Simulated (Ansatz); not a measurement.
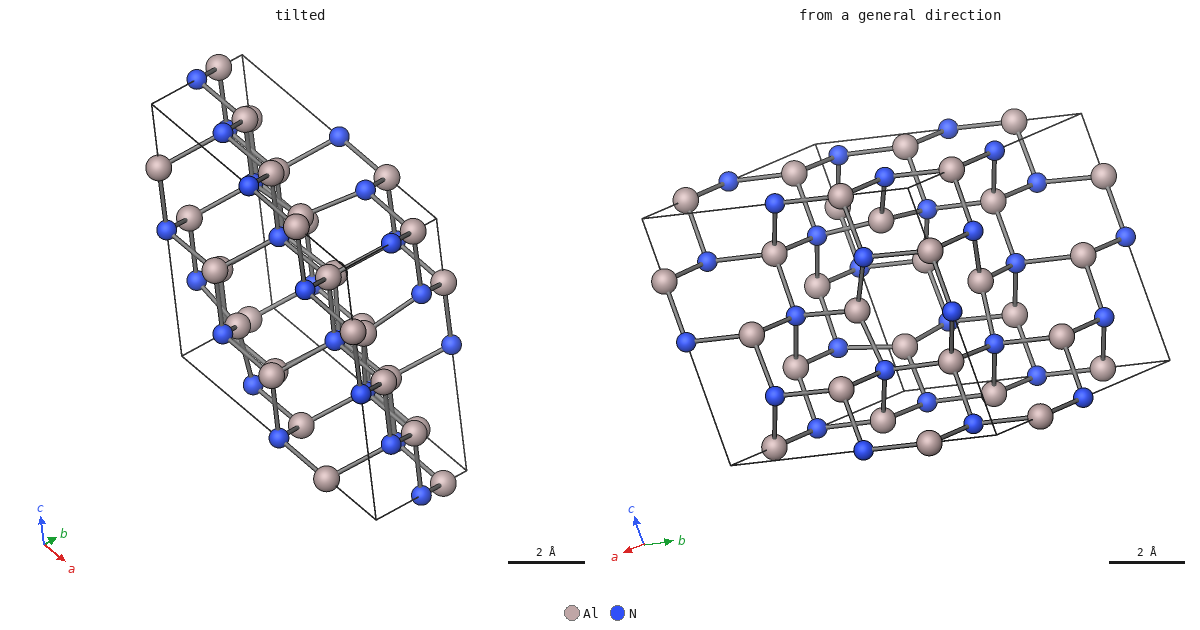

View slightly off an axis and from a general direction, drawn as a ball-and-stick model. The edges of the supercell are marked. The host is AlN, in a cell of 32 sites, and the cell carries a charge of +2.

> Spot the defect.

A nitrogen vacancy. Around the empty site lie four Al at about 2.1 Å.

Setup: Ansatz 0.2.0, DFT PBE, scalar-relativistic, plane waves, PAW; 420 eV cutoff, 1×1×1 k-points, Gaussian smearing of 0.01 eV, collinear spins.

> Does the defect carry a magnetic moment?

Yes, 1.0 μB in the cell.

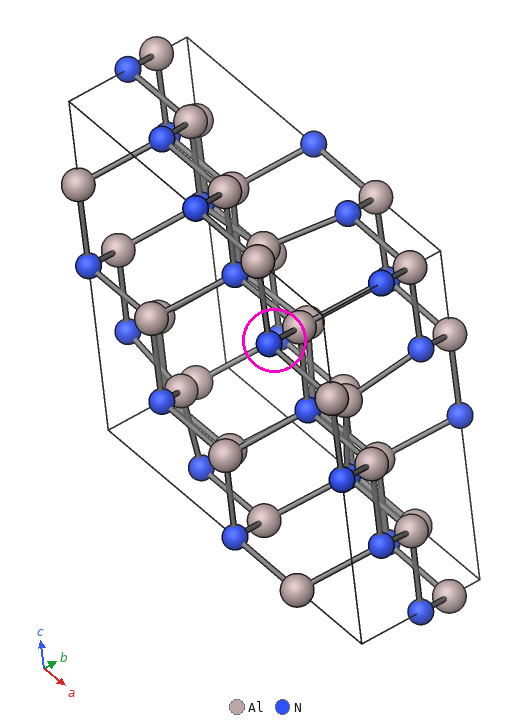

The same cell with a ring at the defect's site.

The atoms were relaxed in the host's cell with DFT PBE, scalar-relativistic, plane waves, PAW (Ansatz 0.2.0).
